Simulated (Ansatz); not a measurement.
## Single-point calculation of InAs (part 2 of 2)

Continued. System: InAs (slab, 12 atoms in the cell). Method: DFT PBE, scalar-relativistic, plane waves, PAW, no spin polarisation (Ansatz 0.2.0); cutoff 420 eV, 8×6×1 k-mesh, Gaussian smearing of 0.1 eV. The structure derives from an entry of the Crystallography Open Database. It belongs to a series of runs on one base structure; here: (1 1 0) slab cut from the bulk.

Geometry of the input (Å; fractional positions):
```
4.3747  0.0000  0.0000
0.0000  6.1868  0.0000
0.0000  0.0000  25.9367
In 0.5000  0.5000  0.2892
As 0.0000  0.2500  0.2892
In 0.0000  0.0000  0.3735
As 0.5000  0.7500  0.3735
In 0.5000  0.5000  0.4578
As 0.0000  0.2500  0.4578
In 0.0000  0.0000  0.5422
As 0.5000  0.7500  0.5422
In 0.5000  0.5000  0.6265
As 0.0000  0.2500  0.6265
In 0.0000  0.0000  0.7108
As 0.5000  0.7500  0.7108
```

### Output, continued
```
  k-point 0: bands = ["-33.7542", "-33.7542", "-33.7455", "-33.7454", "-33.7446", "-33.7446", "-33.7301", "-33.7301", "-33.7266", "-33.7265", "-33.6594", "-33.6592", "-33.6554", "-33.6554", "-33.6517", "-33.6515", "-33.6453", "-33.6453", "-33.6451", "-33.6451", "-33.3445", "-33.3444", "-33.3431", "-33.3430", "-33.2583", "-33.2583", "-33.2425", "-33.2425", "-33.2199", "-33.2198", "-13.2193", "-13.2183", "-13.2026", "-13.2025", "-13.1484", "-13.1393", "-13.1393", "-13.1086", "-13.0854", "-13.0672", "-13.0585", "-13.0291", "-13.0277", "-13.0232", "-13.0177", "-12.9967", "-12.9772", "-12.9763", "-12.9633", "-12.9467", "-12.9450", "-12.9448", "-12.9441", "-12.9398", "-12.9073", "-12.9071", "-12.8618", "-12.8611", "-12.8530", "-12.8524", "-10.0540", "-9.6483", "-9.0726", "-8.5777", "-8.3538", "-8.3263", "-4.2363", "-4.0116", "-3.5920", "-2.7393", "-1.4829", "-1.4552", "-1.4459", "-0.8503", "-0.7134", "-0.3881", "-0.3382", "-0.0700", "0.1935", "0.5229", "0.7221", "1.0751", "1.1760", "1.2239", "1.5547", "2.0910", "2.9971", "3.1884", "3.5055", "3.5325", "3.8154", "4.1450", "4.3329", "5.0496", "5.2526", "5.2820", "5.5872", "5.7097", "5.7099", "5.7653", "6.0635"]
  k-point 1: bands = ["-33.7542", "-33.7542", "-33.7455", "-33.7454", "-33.7446", "-33.7446", "-33.7301", "-33.7301", "-33.7266", "-33.7265", "-33.6594", "-33.6592", "-33.6554", "-33.6554", "-33.6517", "-33.6515", "-33.6453", "-33.6453", "-33.6451", "-33.6451", "-33.3445", "-33.3444", "-33.3431", "-33.3430", "-33.2583", "-33.2583", "-33.2425", "-33.2425", "-33.2199", "-33.2198", "-13.2176", "-13.2169", "-13.2031", "-13.2030", "-13.1437", "-13.1393", "-13.1393", "-13.1085", "-13.0850", "-13.0672", "-13.0570", "-13.0283", "-13.0277", "-13.0246", "-13.0221", "-12.9989", "-12.9794", "-12.9787", "-12.9630", "-12.9492", "-12.9455", "-12.9443", "-12.9437", "-12.9411", "-12.9074", "-12.9068", "-12.8614", "-12.8609", "-12.8528", "-12.8522", "-9.9732", "-9.5829", "-9.0440", "-8.6550", "-8.4539", "-8.4179", "-4.0316", "-3.9414", "-3.6777", "-2.9763", "-1.8445", "-1.2346", "-1.1879", "-0.7684", "-0.6221", "-0.4771", "-0.2652", "-0.0584", "0.2291", "0.6925", "0.8252", "0.9623", "1.0306", "1.2373", "1.8291", "1.9373", "2.7757", "3.1847", "3.3070", "3.5158", "3.7907", "3.9180", "4.3539", "5.1450", "5.4978", "5.5474", "5.6135", "5.7492", "5.7941", "5.8060", "6.0181"]
  k-point 2: bands = ["-33.7542", "-33.7542", "-33.7455", "-33.7454", "-33.7446", "-33.7446", "-33.7301", "-33.7301", "-33.7265", "-33.7265", "-33.6594", "-33.6593", "-33.6554", "-33.6554", "-33.6516", "-33.6516", "-33.6453", "-33.6453", "-33.6451", "-33.6451", "-33.3445", "-33.3444", "-33.3431", "-33.3430", "-33.2583", "-33.2583", "-33.2425", "-33.2425", "-33.2199", "-33.2198", "-13.2139", "-13.2138", "-13.2043", "-13.2043", "-13.1394", "-13.1394", "-13.1309", "-13.1096", "-13.0832", "-13.0695", "-13.0537", "-13.0399", "-13.0275", "-13.0275", "-13.0178", "-13.0043", "-12.9837", "-12.9830", "-12.9621", "-12.9548", "-12.9458", "-12.9440", "-12.9437", "-12.9433", "-12.9075", "-12.9061", "-12.8607", "-12.8605", "-12.8523", "-12.8519", "-9.7414", "-9.4036", "-9.0042", "-8.9660", "-8.6117", "-8.5702", "-3.9037", "-3.8068", "-3.3730", "-3.2715", "-2.4504", "-1.6318", "-0.6844", "-0.5501", "-0.3573", "-0.0598", "-0.0162", "0.3099", "0.3334", "0.5192", "0.6794", "0.6939", "0.9992", "1.0345", "1.8274", "1.8753", "2.7631", "2.8493", "3.4235", "3.4617", "3.6519", "3.8208", "4.4872", "4.8348", "5.4937", "5.6471", "5.9188", "6.0343", "6.0529", "6.0635", "6.2766"]
  k-point 19: bands = ["-33.7541", "-33.7540", "-33.7455", "-33.7455", "-33.7446", "-33.7446", "-33.7303", "-33.7302", "-33.7263", "-33.7263", "-33.6592", "-33.6592", "-33.6555", "-33.6555", "-33.6515", "-33.6515", "-33.6452", "-33.6452", "-33.6451", "-33.6451", "-33.3442", "-33.3442", "-33.3432", "-33.3431", "-33.2583", "-33.2582", "-33.2426", "-33.2426", "-33.2198", "-33.2197", "-13.2127", "-13.2127", "-13.2003", "-13.2003", "-13.1713", "-13.1713", "-13.1376", "-13.1376", "-13.0787", "-13.0787", "-13.0515", "-13.0515", "-13.0184", "-13.0184", "-13.0040", "-13.0040", "-12.9669", "-12.9668", "-12.9577", "-12.9577", "-12.9413", "-12.9413", "-12.9332", "-12.9332", "-12.9219", "-12.9218", "-12.8726", "-12.8726", "-12.8375", "-12.8374", "-8.8528", "-8.8528", "-8.6057", "-8.6057", "-8.0927", "-8.0927", "-4.1368", "-4.1367", "-4.0578", "-4.0577", "-3.8672", "-3.8672", "-1.3391", "-1.3391", "-1.1670", "-1.1670", "-0.5843", "-0.5843", "-0.3407", "-0.3407", "0.1989", "0.1989", "0.8167", "0.8167", "1.7665", "1.7665", "3.3425", "3.3425", "4.4059", "4.4059", "5.2254", "5.2255", "5.5037", "5.5037", "5.7076", "5.7076", "5.9496", "5.9496", "6.2175", "6.2175", "6.7291"]
```

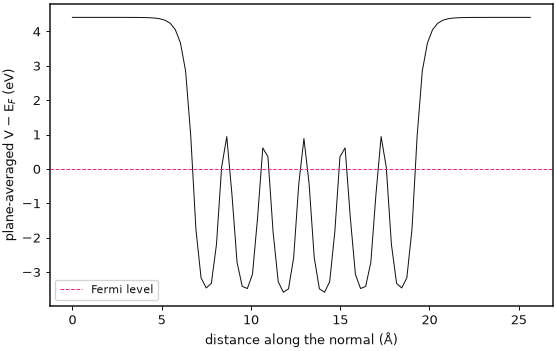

Fig. 1: Plane average of the electrostatic potential energy of an electron across the cell, from the Fermi level. The vacuum level lies 4.41 eV above the Fermi level.

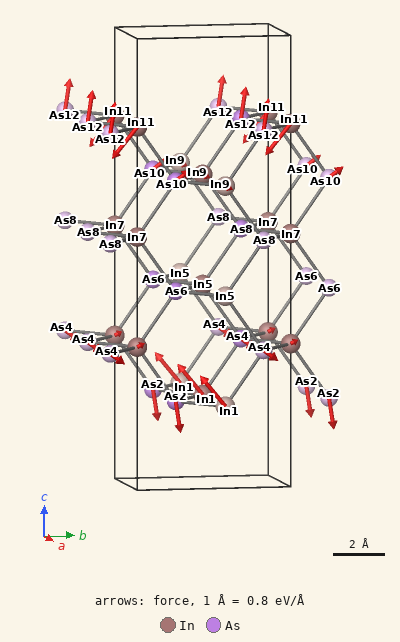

Fig. 2: Forces on the atoms as red arrows (ball-and-stick view of the cell of the calculation, with the vacuum cut short, seen slightly off an axis; neighbours outside the cell are drawn fainter; atoms are numbered from 1 in the order of the input). The largest act on In1, In11 (1.29 eV/Å); As2, As12 (1.03 eV/Å); As4, As10 (0.59 eV/Å). The geometry is not a stationary point of this energy.

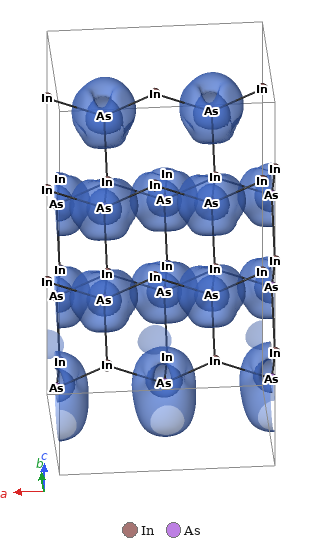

Fig. 3: Isosurface of the ELF at 0.6 (blue), seen at an oblique angle. Core shells and regions of very low density are left out. Sticks mark near contacts. Along the contacts the grid gives the following. In–As (2.68 Å): the ELF peaks at about 0.75 between the atoms. In a PAW calculation such maps are meaningful between the atoms, not at the nuclei.

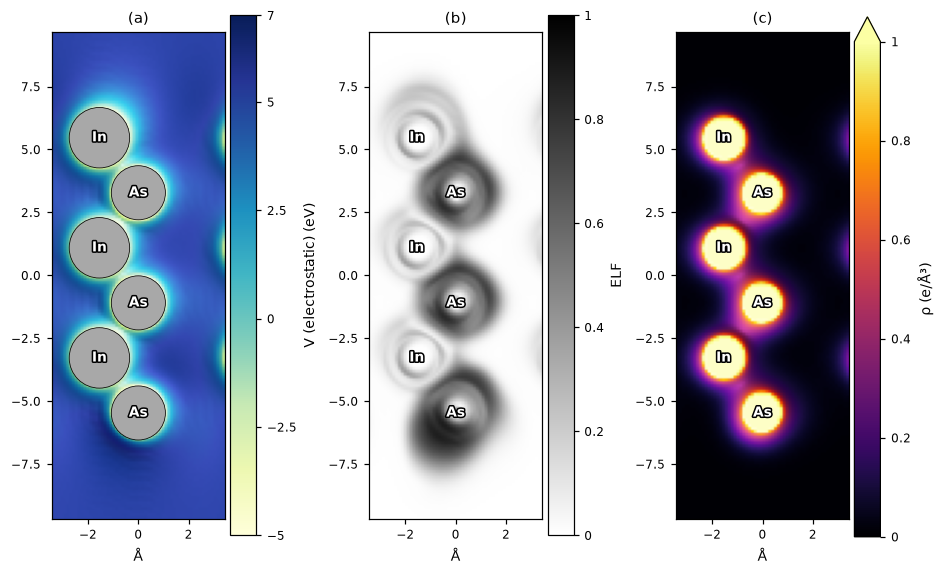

Fig. 4: (a) electrostatic potential (local pseudopotential plus Hartree) felt by an electron; (b) ELF; (c) valence electron density on the (100) plane of the calculation cell, a cut from vacuum to vacuum. Grey discs, where drawn, cover atomic cores. In–As (2.68 Å): ρ at the midpoint is about 0.36 e/Å³; the ELF is about 0.50 at the midpoint. The density dies away to nearly zero in the vacuum.

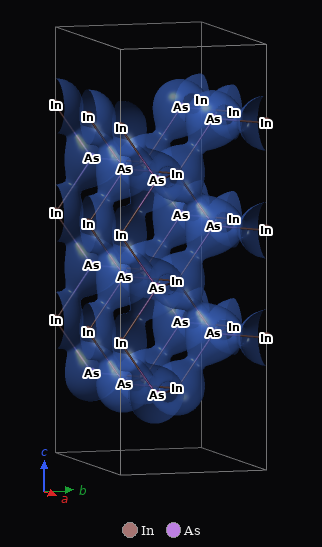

Fig. 5: Isosurface of the valence pseudo-density at 0.3 e/Å³ (blue), seen slightly off an axis. Sticks mark near contacts. At this value the density is joined into sheets; it holds about 85 % of the electrons treated as valence (semicore included). On the grid the lowest density along these lines, outside the cores, is 0.37 e/Å³ (In–As, 2.68 Å).

### Key numbers

```json
{"quantity": "outcome", "value": "converged"}
{"quantity": "electrons treated", "value": "168"}
{"quantity": "free energy", "value": "−62724.1037 eV"}
{"quantity": "work function, top face", "value": "4.41 eV"}
{"quantity": "work function, bottom face", "value": "4.41 eV"}
{"quantity": "Fermi energy", "value": "1.416 eV"}
{"quantity": "gap on the k-point mesh", "value": "0.32 eV"}
{"quantity": "work function (upper face)", "value": "4.41 eV"}
{"quantity": "largest force (length of the vector)", "value": "1.293 eV/Å"}
{"quantity": "hardware", "value": "1 thread of Intel Xeon @ 2.50GHz (Skylake/Cascade Lake), 192 GiB of memory available, shared host"}
{"quantity": "wall time", "value": "4 min"}
{"quantity": "peak memory", "value": "1.4 GiB"}
```

Warnings of the run: the exchange-correlation potential is rough where the density is thin.
